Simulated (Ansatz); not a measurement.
System: Ca$_{16}$O$_{17}$ (cell with a defect).

The calculation's input:

```
crystal:
  lattice:
    - [-4.8307861657, 4.8307861657, -4.8307861657]
    - [4.8307861657, -4.8307861657, -4.8307861657]
    - [-4.8307861657, -4.8307861657, 4.8307861657]
  atoms:
    - { symbol: Ca, position: [0.0, 0.25, 0.75] }
    - { symbol: Ca, position: [0.75, 0.25, 1.0] }
    - { symbol: Ca, position: [0.5, 0.25, 0.25] }
    - { symbol: Ca, position: [0.25, 0.0, 0.75] }
    - { symbol: Ca, position: [0.25, 0.25, 0.5] }
    - { symbol: Ca, position: [1.0, 1.0, 1.0] }
    - { symbol: Ca, position: [0.75, 0.0, 0.25] }
    - { symbol: Ca, position: [0.5, 0.75, 0.75] }
    - { symbol: Ca, position: [0.5, 0.0, 0.5] }
    - { symbol: Ca, position: [0.25, 0.75, 1.0] }
    - { symbol: Ca, position: [0.0, 0.75, 0.25] }
    - { symbol: Ca, position: [0.75, 0.5, 0.75] }
    - { symbol: Ca, position: [0.75, 0.75, 0.5] }
    - { symbol: Ca, position: [0.5, 0.5, 1.0] }
    - { symbol: Ca, position: [0.25, 0.5, 0.25] }
    - { symbol: Ca, position: [0.0, 0.5, 0.5] }
    - { symbol: O, position: [0.75, 0.25, 0.5] }
    - { symbol: O, position: [0.5, 0.25, 0.75] }
    - { symbol: O, position: [0.25, 0.25, 0.0] }
    - { symbol: O, position: [0.0, 0.0, 0.5] }
    - { symbol: O, position: [0.0, 0.25, 0.25] }
    - { symbol: O, position: [0.75, 0.0, 0.75] }
    - { symbol: O, position: [0.5, 0.0, 0.0] }
    - { symbol: O, position: [0.25, 0.75, 0.5] }
    - { symbol: O, position: [0.25, 0.0, 0.25] }
    - { symbol: O, position: [0.0, 0.75, 0.75] }
    - { symbol: O, position: [0.75, 0.75, 0.0] }
    - { symbol: O, position: [0.5, 0.5, 0.5] }
    - { symbol: O, position: [0.5, 0.75, 0.25] }
    - { symbol: O, position: [0.25, 0.5, 0.75] }
    - { symbol: O, position: [0.0, 0.5, 0.0] }
    - { symbol: O, position: [0.75, 0.5, 0.25] }
    - { symbol: O, position: [0.75, 0.75, 0.75] }
  host:
    lattice:
      - [0.0, 2.4153930828, 2.4153930828]
      - [2.4153930828, 0.0, 2.4153930828]
      - [2.4153930828, 2.4153930828, 0.0]
    atoms:
      - { symbol: Ca, position: [0.0, 0.0, 0.0] }
      - { symbol: O, position: [0.5, 0.5, 0.5] }
basis:
  ecutwfc: 420
  xc_grid: 2
kpoints:
  mp_grid: { grid: [2, 2, 2], shift: [0.5, 0.5, 0.5] }
hamiltonian:
  xc: pbe
scf:
  occupations: { method: gaussian, width: 0.01 }
output:
  forces: true
  stress: false
  eigenvalues: true
  charged_corrections:
    defect_position: [0.75, 0.75, 0.75]
    epsilon: [[16.7363, 0.0, 0.0], [0.0, 16.7363, 0.0], [0.0, 0.0, 16.7363]]
  write_density: true
  write_potential: true
  elf: true
  volumetric_format: npy
relax:
  adjacent_minimum: "off"
  f_tol: 0.025
  max_steps: 45
```

Run with:

```sh
ansatz run input.yaml --threads 4 --pin off --max-ram 6144MiB --backend cpu --events-out ev --progress --plain --runs-dir out
```

The fields are those of the relaxed geometry.

Method: DFT PBE, scalar-relativistic, plane waves, PAW in Ansatz 0.2.0.

> Predict the valence pseudo-density and electron localisation function between the atoms.

Ca–O (2.17 Å): the density is about 0.42 e/Å³ at the midpoint; the ELF peaks at about 0.85 in the valence shell of O, 0.6 Å from its nucleus, and drops to about 0.10 between the two atoms (no shared electron pair shows on this line).
Ca–O (2.29 Å): the density is about 0.33 e/Å³ at the midpoint; the ELF peaks at about 0.80 in the valence shell of O, 0.6 Å from its nucleus, and drops to about 0.10 between the two atoms: no shared electron pair shows on this line.
Ca–O (2.37 Å): ρ is about 0.27 e/Å³ halfway; the ELF peaks at about 0.85 in the valence shell of O, 0.6 Å from its nucleus, and is about 0.10 at the midpoint (no shared electron pair shows on this line).

> Metal or insulator at this level of theory?

It is metallic or semimetallic at this level of theory: no gap opens.

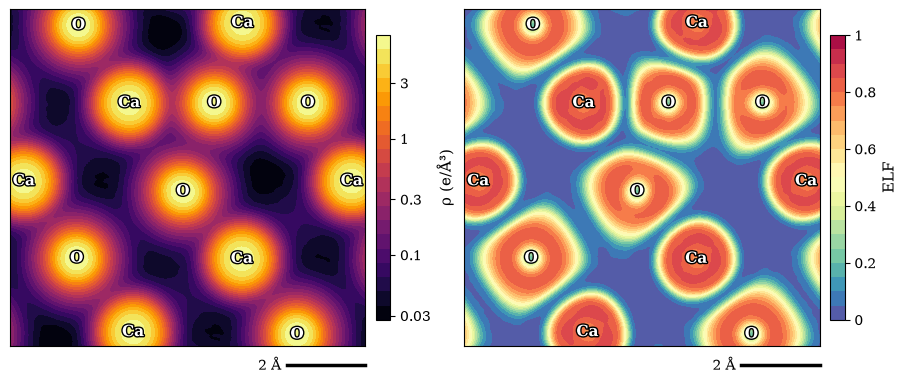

Computed valence pseudo-density and electron localisation function on the (101̄) plane of the calculation cell, in this order. 
